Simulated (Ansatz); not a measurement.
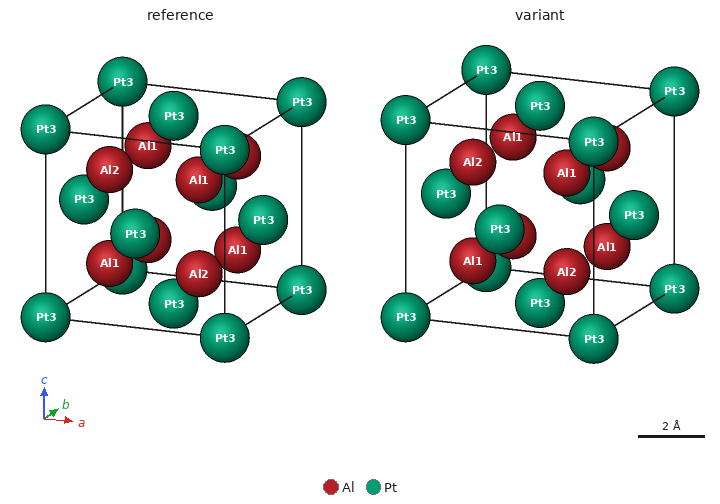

Left: a symmetric starting cell of Al2Pt. Right: the same structure after one change, at the same scale. Style: spheres-only. Shown: the conventional cell (4 times the calculation's cell), slightly off an axis. Lengths and directions refer to the drawn axes.

Method: Ansatz 0.2.0, DFT PBE, scalar-relativistic, plane waves, PAW. Set-up: plane-wave cutoff 420 eV; k-point mesh 12 × 12 × 12; occupations gaussian; smearing width 0.1 eV; no spin polarisation.

What distinguishes the right structure from the left one?

Answer. All lengths are scaled by +5.0 % (volume +15.7 %), the atoms keeping their fractional coordinates. No relaxation follows. The starting cell wasn't computed here and needn't be at equilibrium, so pressure and forces aren't due to the change alone.

And its effect?

Answer. The pressure is −12.3 GPa (not all of it need come from the change, since the unchanged cell can be under pressure at this level too). All forces vanish by symmetry. Among the bonded contacts that change: Al–Pt 2.559 → 2.686 Å. The space group stays Fm-3m (No. 225).
